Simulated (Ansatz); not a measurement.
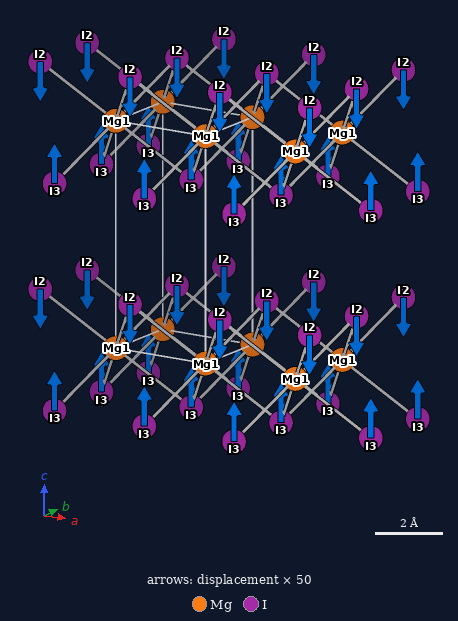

Solid MgI2 (built on the measured structure type). The blue arrows show how the atoms are displaced (without the part that the change of the cell carries along), magnified 50 times. Besides, the cell is strained by +1.9 % along c and none across it (volume +1.9 %). The picture is a ball-and-stick view of the cell of the calculation, repeated 2 × 1 × 1 with one cell outlined, seen slightly off an axis.

All numbers below come from DFT, r2SCAN, plane waves, PAW in Ansatz. (plane-wave cutoff 500 eV; k-point mesh 12 × 12 × 4; occupations fixed; no spin polarisation)

How are the atoms displaced, and what does the calculation give?

Answer. The I atoms are displaced by 0.02 Å relative to the cell: I2 0.02 Å along −c. No relaxation follows. The energy falls by 2.3 meV per atom. Pressure: 0.6 GPa before, 0.4 GPa after. The principal stresses (compression positive) are 0.3 GPa along c and 0.5 GPa across it. The largest forces, 0.026 eV/Å, act on I2 and I3. The space group stays P-3m1 (No. 164).

Limits of the set-up: layers or molecules are held without a dispersion correction, so their spacing is unreliable.
